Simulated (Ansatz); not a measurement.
Si3Ge2

```
Si Ge
1.0
     3.69641    0.00000    0.00000
    -1.84820    3.20118    0.00000
     0.00000    0.00000   22.66723
Si Ge
9 6
Direct
  0.33333 0.66667 0.16667
  0.00000 0.00000 0.50000
  0.66667 0.33333 0.83333
  0.00000 0.00000 0.30741
  0.66667 0.33333 0.64074
  0.33333 0.66667 0.97408
  0.66667 0.33333 0.02592
  0.33333 0.66667 0.35926
  0.00000 0.00000 0.69259
  0.00000 0.00000 0.10122
  0.66667 0.33333 0.43455
  0.33333 0.66667 0.76789
  0.66667 0.33333 0.23211
  0.33333 0.66667 0.56545
  0.00000 0.00000 0.89878
```

Space group R-3m; a structure generated by program, which may or may not match a known phase.

The calculation used DFT PBE, scalar-relativistic, plane waves, PAW (Ansatz 0.2.0).

What can the converged valence pseudo-density and electron localisation function tell about the bonding?

Si–Si (2.44 Å): the density is about 0.47 e/Å³ at the midpoint; the ELF peaks at about 0.90 between the atoms.
Si–Ge (2.60 Å): the density is about 0.36 e/Å³ at the midpoint; the ELF peaks at about 0.80 in the valence shell of Si, 0.9 Å from its nucleus, and is about 0.70 at the midpoint.
Si–Ge (2.73 Å): the density is about 0.28 e/Å³ at the midpoint; the ELF peaks at about 0.75 in the valence shell of Si, 1.0 Å from its nucleus, and is about 0.65 at the midpoint.
Bader's partition of the density gives Si 0.00 and Ge 0.00 e.

Which way does charge flow, and how much by Bader's partition?

Very little charge moves. Bader charges: Si 0.00 and Ge 0.00 e.

Does the calculation make it a metal, or give it a gap?

It is gapless in this calculation (a metal or semimetal).

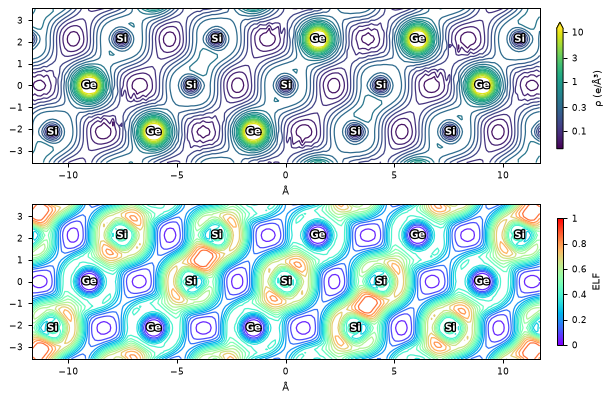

Computed valence pseudo-density and electron localisation function on the (110) plane of the conventional cell, in this order. 

The density is the valence pseudo-density of a PAW calculation; it isn't the true density close to the nuclei.
